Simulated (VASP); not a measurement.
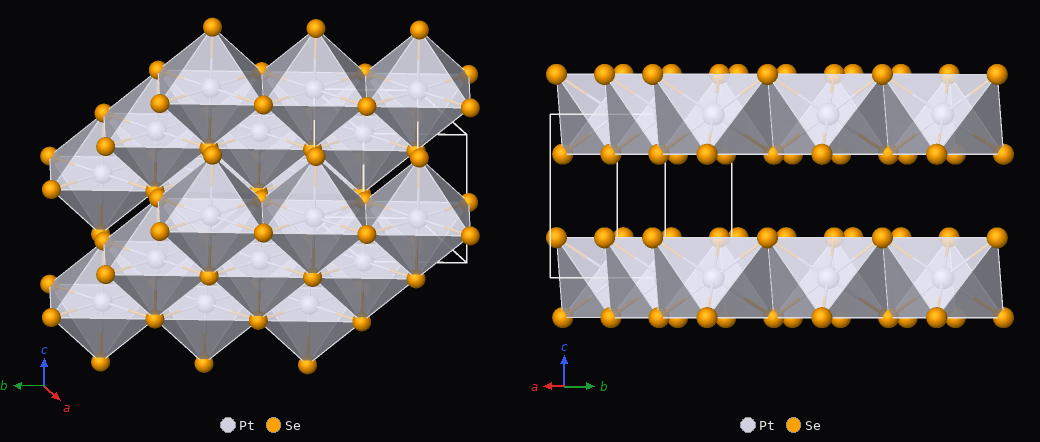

Polyhedra are drawn about Pt (bonds: Pt–Se below 2.8 Å); other atoms are plain spheres. Two views of the same piece.

PtSe₂ (space group P-3m1, No. 164): the end point of a relaxation with VASP Kohn-Sham DFT of a periodic cell, TPSS, VASP PAW PBE potentials, recommended (VASP 6.6.1).

What figure surrounds each Pt atom, and what does it share with the other drawn polyhedra?

Answer. Pt: PtSe6 octahedron, sharing edges with six neighbours.

How do these polyhedra hang together as a whole?

Answer. They form layers of edge-sharing octahedra parallel to (001).

How far apart are the centres of linked polyhedra?

Answer. Centre to centre across a shared edge: 3.76 Å.
